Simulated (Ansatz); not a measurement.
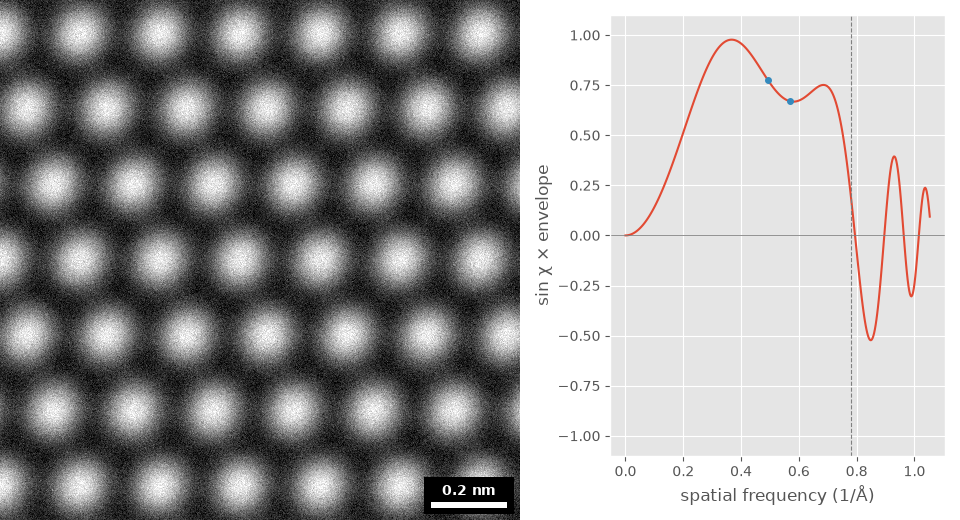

HRTEM-like image of Ni (Fm-3m, No. 225) along [110]. Simulated in the weak-phase-object approximation with neutral-atom potentials: 80 kV, Cs = −20 µm, defocus +110 Å (negative is underfocus), defocus spread 12 Å, aperture 0.78 1/Å. Shot noise was added. Atomic positions: the input geometry of an electronic-structure calculation (not necessarily at equilibrium).

The plot gives the contrast transfer function, the aperture (dashed) and the crystal's spatial frequencies that carry visible contrast (dots).

Do the atom columns appear dark or bright, and why?

Bright. With negative Cs and overfocus sin χ is positive over the pass band, so the strongest columns (Ni) come out brighter than the background.

What point resolution do these settings give, and which lattice spacings pass?

About 1.3 Å (0.66 |Cs|^(1/4) λ^(3/4) with λ = 0.0418 Å). The spacings that carry visible contrast are {111} at 2.03 Å, {200} at 1.76 Å.
